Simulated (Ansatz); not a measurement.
Run report: Al, geometry relaxation (part 2 of 2)

Al (defect cell, 15 atoms in the cell); DFT PBE, scalar-relativistic, plane waves, PAW, no spin polarisation (Ansatz 0.2.0); cutoff 420 eV, 5×5×5 k-mesh, Gaussian smearing of 0.1 eV. The structure derives from a Materials Project entry. It belongs to a series of runs on one base structure; here: Al vacancy (site a), charge +0, atoms relaxed at the host's cell.

Geometry of the input (Å; fractional positions):
```
4.0416  4.0416  -4.0416
-4.0416  -4.0416  -4.0416
-4.0416  4.0416  4.0416
Al 0.5000  0.5000  0.0000
Al 0.7500  0.2500  0.0000
Al 0.7500  0.7500  0.5000
Al 0.0000  0.7500  0.2500
Al 0.2500  0.5000  0.2500
Al 0.5000  0.2500  0.2500
Al 0.7500  0.0000  0.2500
Al 0.0000  0.0000  0.0000
Al 0.5000  0.7500  0.7500
Al 0.7500  0.5000  0.7500
Al 0.0000  0.5000  0.5000
Al 0.2500  0.2500  0.5000
Al 0.5000  0.0000  0.5000
Al -0.0000  0.2500  0.7500
Al 0.2500  -0.0000  0.7500
```

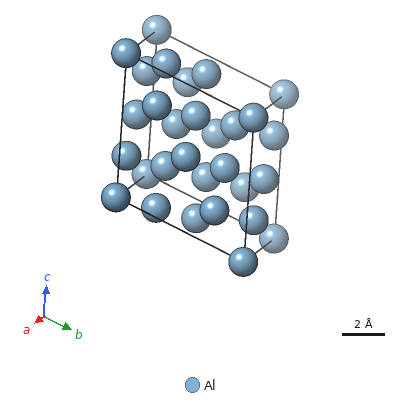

**Figure 1.** The geometry at step 2 of the log (spheres-only view of the cell of the calculation, seen slightly off an axis).

Output, continued
```
--- Forces (eV/Å), atoms counted from 1 ---
  atom   1  Al    -0.00117235    -0.00117235     0.00000000
  atom   2  Al    -0.00000000    -0.00000000    -0.00000000
  atom   3  Al    -0.00000000    -0.00000000    -0.00000000
  atom   4  Al     0.00117235     0.00000000    -0.00117235
  atom   5  Al    -0.00000000    -0.00117235    -0.00117235
  atom   6  Al     0.00117235    -0.00000000     0.00117235
  atom   7  Al    -0.00000000    -0.00117235     0.00117235
  atom   8  Al     0.00117235     0.00117235    -0.00000000
  atom   9  Al    -0.00117235    -0.00000000     0.00117235
  atom  10  Al     0.00000000     0.00117235    -0.00117235
  atom  11  Al    -0.00117235     0.00117235    -0.00000000
  atom  12  Al    -0.00000000     0.00000000    -0.00000000
  atom  13  Al     0.00117235    -0.00117235    -0.00000000
  atom  14  Al    -0.00117235    -0.00000000    -0.00117235
  atom  15  Al    -0.00000000     0.00117235     0.00117235
  max |Σ_I F_I| component: 8.67e-18 eV/Å
--- Band table (eV; the first three rows and the last of 10) ---
  k-point 0: bands = ["-3.5707", "0.6518", "0.6518", "0.6858", "0.6858", "0.6858", "0.7013", "0.7013", "0.7013", "1.0891", "1.0891", "1.0891", "2.7150", "4.7166", "4.7166", "4.7166", "5.9223", "5.9223", "6.4509", "8.4755", "8.5282", "8.5282", "8.5282", "8.5925", "8.5925", "9.0177", "9.0177", "9.0177", "9.1703", "9.1703", "9.1703", "10.2014", "10.2014", "10.2014", "10.2186", "10.2186", "10.2186", "10.4072"]
  k-point 1: bands = ["-3.3945", "-0.7653", "-0.0099", "0.0455", "0.1636", "0.4634", "1.0558", "1.1680", "1.7420", "1.8465", "1.9511", "2.3416", "3.3501", "3.6798", "3.8876", "4.8744", "6.2378", "6.8244", "6.8724", "6.9271", "7.2836", "7.4382", "7.5210", "7.6014", "8.5092", "8.5515", "8.7283", "8.9895", "9.0621", "9.1720", "9.1764", "10.4092", "10.4446", "10.4644", "10.5915", "10.6904", "10.8108", "11.1462"]
  k-point 2: bands = ["-2.8766", "-1.9556", "-0.3630", "-0.2986", "-0.1786", "0.2355", "1.5541", "1.6415", "2.4793", "2.5969", "3.1235", "3.2536", "3.3033", "3.9313", "4.8450", "4.9621", "4.9836", "5.2671", "5.3556", "5.7011", "6.3237", "6.7335", "7.4743", "8.1616", "8.2469", "8.3542", "8.7073", "8.7958", "9.4079", "9.4480", "9.5696", "9.6400", "10.3652", "10.6491", "10.8122", "11.0318", "11.6150", "11.7792"]
  k-point 9: bands = ["-2.1898", "-1.4458", "-1.3357", "-1.3357", "-0.8843", "-0.0674", "2.0736", "2.2860", "2.2860", "2.6879", "3.8358", "3.9979", "3.9979", "4.6753", "5.4419", "5.4847", "5.4847", "5.9982", "5.9982", "6.2499", "6.5623", "6.8097", "7.0040", "7.0040", "7.2681", "7.4964", "7.6527", "7.6527", "8.2156", "8.6210", "8.6210", "8.7137", "9.1303", "9.2876", "9.3642", "9.4636", "9.4636", "11.7910"]
--- Relaxed structure (3 steps of the walk, 3 accepted, 0 SCFs on fresh bases) ---
  F+E_penalty+E_count = -8062.00217357 eV   max|allowed force component| = 1.172e-3 eV/Å
  atoms:
    - { symbol: Al, position: [0.49676687522469215, 0.5032331247753079, 8.673617379884035e-19] }
    - { symbol: Al, position: [0.75, 0.24999999999999994, 0.0] }
    - { symbol: Al, position: [0.7500000000000001, 0.7500000000000001, 0.5] }
    - { symbol: Al, position: [0.0032331247753078496, 0.75, 0.24676687522469204] }
    - { symbol: Al, position: [0.25000000000000006, 0.5032331247753079, 0.24676687522469212] }
    - { symbol: Al, position: [0.4967668752246922, 0.24353375044938433, 0.24676687522469212] }
    - { symbol: Al, position: [0.7435337504493843, -0.0032331247753078496, 0.24676687522469204] }
    - { symbol: Al, position: [0.0032331247753078726, -0.003233124775307872, -4.336808689942018e-19] }
    - { symbol: Al, position: [0.4967668752246921, 0.7500000000000001, 0.753233124775308] }
    - { symbol: Al, position: [0.7564662495506158, 0.5032331247753078, 0.753233124775308] }
    - { symbol: Al, position: [0.003233124775307872, 0.5032331247753079, 0.5064662495506158] }
    - { symbol: Al, position: [0.25, 0.25, 0.5] }
    - { symbol: Al, position: [0.4967668752246921, -0.0032331247753078713, 0.49353375044938425] }
    - { symbol: Al, position: [0.0032331247753078496, 0.2564662495506157, 0.7532331247753079] }
    - { symbol: Al, position: [0.25, -0.0032331247753078496, 0.7532331247753079] }
```

Trajectory as extended XYZ (Å, eV, eV/Å), 3 frames, from step=1 to step=3
```
15
Lattice="4.0416 4.0416 -4.0416 -4.0416 -4.0416 -4.0416 -4.0416 4.0416 4.0416" Properties=species:S:1:pos:R:3:forces:R:3 step=1 energy=-8061.94991
Al    0.0000    0.0000   -4.0416   -0.1651  -0.1651   0.0000
Al    2.0208    2.0208   -4.0416    0.0000   0.0000   0.0000
Al   -2.0208    2.0208   -4.0416    0.0000   0.0000   0.0000
Al   -4.0416   -2.0208   -2.0208    0.1651   0.0000  -0.1651
Al   -2.0208    0.0000   -2.0208    0.0000  -0.1651  -0.1651
Al    0.0000    2.0208   -2.0208    0.1651   0.0000   0.1651
Al    2.0208    4.0416   -2.0208    0.0000  -0.1651   0.1651
Al    0.0000    0.0000    0.0000    0.1651   0.1651   0.0000
Al   -4.0416    2.0208   -2.0208   -0.1651   0.0000   0.1651
Al   -2.0208    4.0416   -2.0208    0.0000   0.1651  -0.1651
Al   -4.0416    0.0000    0.0000   -0.1651   0.1651   0.0000
Al   -2.0208    2.0208    0.0000    0.0000   0.0000   0.0000
Al    0.0000    4.0416    0.0000    0.1651  -0.1651   0.0000
Al   -4.0416    2.0208    2.0208   -0.1651   0.0000  -0.1651
Al   -2.0208    4.0416    2.0208    0.0000   0.1651   0.1651
15
Lattice="4.0416 4.0416 -4.0416 -4.0416 -4.0416 -4.0416 -4.0416 4.0416 4.0416" Properties=species:S:1:pos:R:3:forces:R:3 step=2 energy=-8061.99989
Al   -0.0318   -0.0318   -4.0416    0.0351   0.0351   0.0000
Al    2.0208    2.0208   -4.0416    0.0000   0.0000   0.0000
Al   -2.0208    2.0208   -4.0416    0.0000   0.0000   0.0000
Al   -4.0099   -2.0208   -2.0526   -0.0351   0.0000   0.0351
Al   -2.0208   -0.0318   -2.0526    0.0000   0.0351   0.0351
Al    0.0318    2.0208   -1.9891   -0.0351   0.0000  -0.0351
Al    2.0208    4.0099   -1.9891    0.0000   0.0351  -0.0351
Al    0.0318    0.0318    0.0000   -0.0351  -0.0351   0.0000
Al   -4.0734    2.0208   -1.9891    0.0351   0.0000  -0.0351
Al   -2.0208    4.0734   -2.0526    0.0000  -0.0351   0.0351
Al   -4.0734    0.0318    0.0000    0.0351  -0.0351   0.0000
Al   -2.0208    2.0208    0.0000    0.0000   0.0000   0.0000
Al    0.0318    4.0099    0.0000   -0.0351   0.0351   0.0000
Al   -4.0734    2.0208    1.9891    0.0351   0.0000   0.0351
Al   -2.0208    4.0734    2.0526    0.0000  -0.0351  -0.0351
15
Lattice="4.0416 4.0416 -4.0416 -4.0416 -4.0416 -4.0416 -4.0416 4.0416 4.0416" Properties=species:S:1:pos:R:3:forces:R:3 step=3 energy=-8062.00217
Al   -0.0261   -0.0261   -4.0416   -0.0012  -0.0012   0.0000
Al    2.0208    2.0208   -4.0416    0.0000   0.0000   0.0000
Al   -2.0208    2.0208   -4.0416    0.0000   0.0000   0.0000
Al   -4.0155   -2.0208   -2.0469    0.0012   0.0000  -0.0012
Al   -2.0208   -0.0261   -2.0469    0.0000  -0.0012  -0.0012
Al    0.0261    2.0208   -1.9947    0.0012   0.0000   0.0012
Al    2.0208    4.0155   -1.9947    0.0000  -0.0012   0.0012
Al    0.0261    0.0261    0.0000    0.0012   0.0012   0.0000
Al   -4.0678    2.0208   -1.9947   -0.0012   0.0000   0.0012
Al   -2.0208    4.0678   -2.0469    0.0000   0.0012  -0.0012
Al   -4.0678    0.0261    0.0000   -0.0012   0.0012   0.0000
Al   -2.0208    2.0208    0.0000    0.0000   0.0000   0.0000
Al    0.0261    4.0155    0.0000    0.0012  -0.0012   0.0000
Al   -4.0678    2.0208    1.9947   -0.0012   0.0000  -0.0012
Al   -2.0208    4.0678    2.0469    0.0000   0.0012   0.0012
```

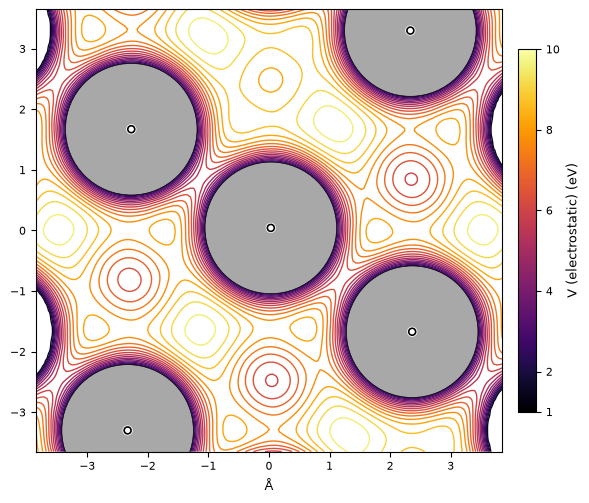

**Figure 2.** Electrostatic potential (local pseudopotential plus Hartree) felt by an electron on the (010) plane of the calculation cell. Circles mark the nuclei in the plane (Al). Grey discs, where drawn, cover atomic cores. Atoms in the plane: Al. Outside the cores the potential energy rises away from the atoms and is highest about 1.9 Å from the nearest atoms; outside the discs it spans about 8 eV, and its zero is arbitrary. Core electrons are frozen (PAW), so the fields are smoothed inside the atomic spheres.

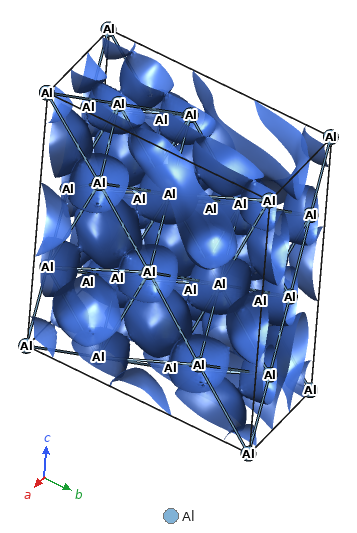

**Figure 3.** Isosurface of the ELF at 0.5 (blue), seen slightly off an axis. Core shells and regions of very low density are left out. Sticks mark near contacts. The outline is the calculation cell. Along the contacts the grid gives the following. Al–Al (2.82 Å): the ELF peaks at about 0.70 between the atoms, which marks localised, shared-pair bonding. Al–Al (2.89 Å): the ELF peaks at about 0.65 between the atoms.
